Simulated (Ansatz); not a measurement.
Scan of the k-point mesh.
System: AlNi3 (Fm-3m, 4 atoms in the cell).
Method: DFT PBEsol, scalar-relativistic, plane waves, PAW in Ansatz; cutoff 420 eV, Gaussian smearing of 0.1 eV, no spin polarisation.
ΔE is the free energy less its value at the densest setting, 22×22×22.
Dashed lines or grey bands mark the tolerance: 1 meV/atom and 0.1 GPa.
On logarithmic panels, open markers lie below the reference value and filled ones above.
Values: 1×1×1, 2×2×2, 4×4×4, 6×6×6, 8×8×8, 10×10×10, 12×12×12, 14×14×14, 16×16×16, 18×18×18 and 22×22×22.

> How do the results converge (to 1 meV/atom and 0.1 GPa)?

The free energy is within 1 meV/atom of the densest setting's value from 10×10×10 on. It is off by +1700 meV/atom at 1×1×1, −6.2 meV/atom at 4×4×4 and −1.5 meV/atom at 8×8×8. The pressure is within 0.1 GPa of the densest setting's value from 2×2×2 on. It is off by 4 GPa at 1×1×1 (on both sides of it). The energy doesn't approach its limit from one side: k-point sampling isn't variational. The system is metallic at this level.

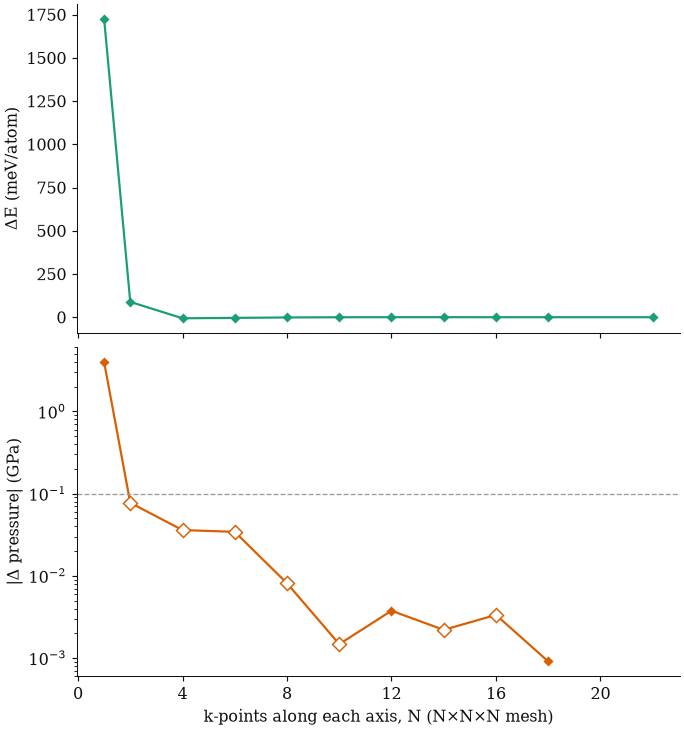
